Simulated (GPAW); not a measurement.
System: rocksalt CaO, space group Fm-3m, 2 atoms in the primitive cell. Cell and atoms are relaxed at each pressure; at 0 GPa, cubic a = 4.777 Å. Computed with GPAW 26.7.0: PBEsol, PAW data sets generated in the run's folder for this functional, no spin polarisation, no spin-orbit coupling, 10×10×10 k mesh, 800 eV cutoff.

At 0 GPa the lowest conduction levels at the points plotted lie 3.58 eV (X), 4.73 eV (Γ) and 7.11 eV (L) above the valence top at Γ.

### How does each level move from 0 GPa to 10 GPa?

X falls by 0.04 eV, Γ rises by 0.63 eV and L rises by 0.35 eV. Straight lines through the points have slopes of −5 at X, +62 at Γ and +34 at L (meV per GPa). The lowest is the one at X, over the whole range, so among these points the gap stays indirect.

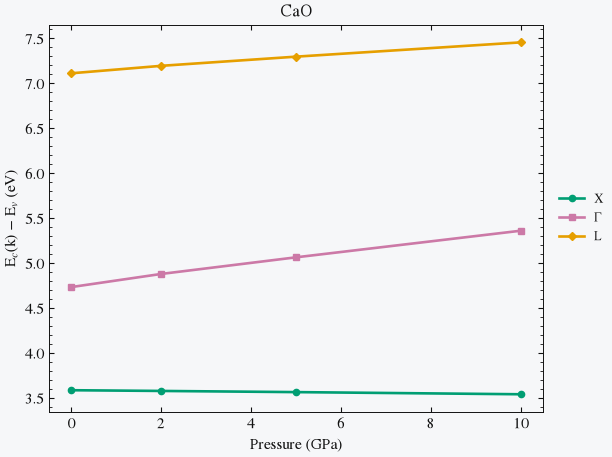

Lowest conduction level at each named k point, counted from the valence-band top at Γ.

| pressure | X (eV) | Γ (eV) | L (eV) | volume (Å³/atom) |
| --- | --- | --- | --- | --- |
| 0 GPa | 3.58 | 4.73 | 7.11 | 13.62 |
| 2 GPa | 3.58 | 4.88 | 7.20 | 13.39 |
| 5 GPa | 3.56 | 5.06 | 7.30 | 13.10 |
| 10 GPa | 3.54 | 5.36 | 7.46 | 12.66 |

Later steps reuse the first step's grids. LDA, GGA and most meta-GGA functionals understate gaps. The cell is a database's computed one.
